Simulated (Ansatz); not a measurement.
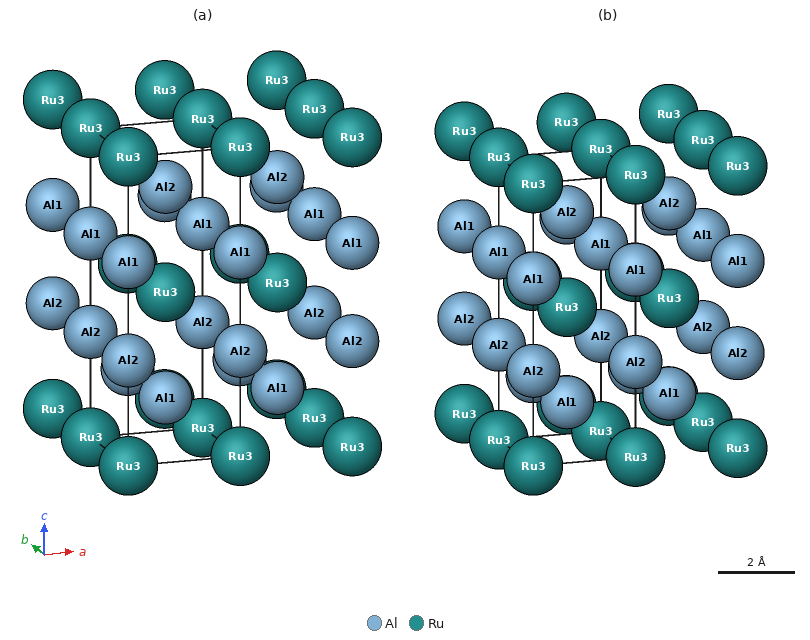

Left: solid Al2Ru (set up in I4/mmm). Right: the same structure after one change, at the same scale. The picture is a spheres-only view of the conventional cell (2 times the calculation's cell), repeated 2 × 2 × 1 with one cell outlined, seen slightly off an axis. Lengths and directions refer to the drawn axes.

Theory: Ansatz, DFT r2SCAN, scalar-relativistic, plane waves, PAW. Set-up: plane-wave cutoff 500 eV; occupations gaussian; smearing width 0.1 eV; no spin polarisation. The k-mesh is chosen for each cell (18×18×18, 20×20×20).

The crystal is put under a hydrostatic pressure of 90 GPa. Cell and atoms are relaxed at that pressure.

> What does the change do?

The drawn cell changes as follows: a = b 3.122 → 2.848 Å (−8.8 %), c 8.445 → 7.715 Å (−8.6 %); the volume changes by −24.0 %. The largest moves relative to the cell, 0.033 Å, are those of Al1 and Al2. Al1 goes along +c. Ru stays in place. Near-neighbour distances before and after: Al–Ru 2.879 → 2.597 Å, Al–Al 3.122 → 2.848 Å, Al–Al 2.689 → 2.417 to 2.521 Å, Al–Ru 2.584 → 2.376 Å. The space group stays I4/mmm (No. 139). It costs 728 meV per atom. (The two runs use different k-meshes.) The pressure goes from 0.0 to 90.0 GPa.
